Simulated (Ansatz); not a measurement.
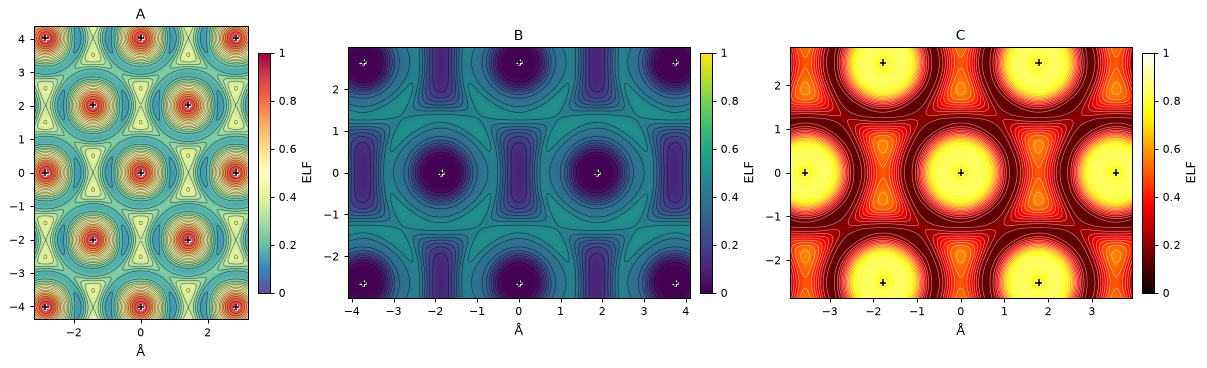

The ELF of 3 systems, each on a plane through atoms (crosses mark nuclei in the plane).

Computed with Kohn-Sham DFT of a periodic cell, r2SCAN, Ansatz PAW in Ansatz.

System 1: Sb, the (101) plane of the conventional cell. Space group Im-3m; a structure from a database of computed crystals, not necessarily the ambient phase; computed pressure about 2 GPa in this cell.

System 2: Fe, the (101̄) plane of the conventional cell. Space group Im-3m; computed pressure about 4 GPa in this cell; spin-polarised.

```xyz
2
Lattice="2.8470 0.0000 0.0000 0.0000 2.8470 0.0000 0.0000 0.0000 2.8470" Properties=species:S:1:pos:R:3 pbc="T T T"
Fe    0.0000    0.0000    0.0000
Fe    1.4235    1.4235    1.4235
```

System 3: Hf, the (011̄) plane of the conventional cell. Space group Im-3m.

**Match each panel to its system.**

Panel A is system 2, Fe: the plane holds Fe. Fe–Fe (2.47 Å): the ELF is about 0.25 at the midpoint; no shared electron pair shows on this line. Panel B is system 1, Sb: the plane holds Sb. Sb–Sb (3.24 Å): the ELF is about 0.45 at the midpoint. Panel C is system 3, Hf: the plane holds Hf. Hf–Hf (3.08 Å): the ELF is about 0.20 at the midpoint (no localised pair shows between them).
